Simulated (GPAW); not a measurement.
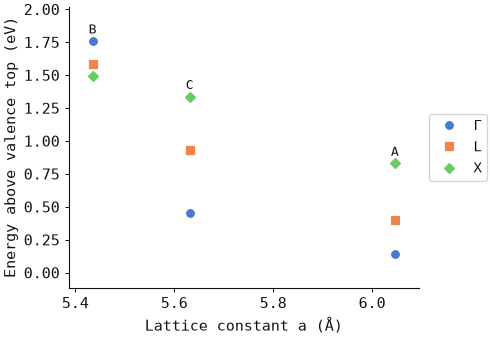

Lowest conduction level at each named k point, counted from the valence-band top at Γ, for three zincblende crystals against the lattice constant, each in the cell that this method relaxed. All by GPAW with LDA, without spin-orbit coupling, no moments; potentials: the program's PAW data sets (release 1.2.1) made for this functional.

> Which letter is which compound? They are GaSb, GaAs and GaP.

A is GaSb; B is GaP; C is GaAs.

> How does the value at Γ change from P to Sb?

GaP 1.76, GaAs 0.45 and GaSb 0.14 eV: it falls at each step to the heavier element.

> With the valence top at Γ, which of these have their lowest conduction level there too?

GaAs and GaSb (direct among these points); GaP has it at L or X.

```csv
compound,a (Å),k mesh,Γ (eV),L (eV),X (eV)
GaP,5.435,8×8×8,1.76,1.58,1.50
GaAs,5.631,8×8×8,0.45,0.93,1.34
GaSb,6.046,8×8×8,0.14,0.40,0.83
```

Later steps reuse the first step's grids. LDA, GGA and most meta-GGA functionals understate gaps. Spin-orbit coupling is left out, which matters for Sb and As. GaP and GaAs: the potentials hold the d shell of Ga in the core, which widens gaps. GaP: measured GaP has its conduction bottom near X; the order of its valleys hangs on the functional and the volume.
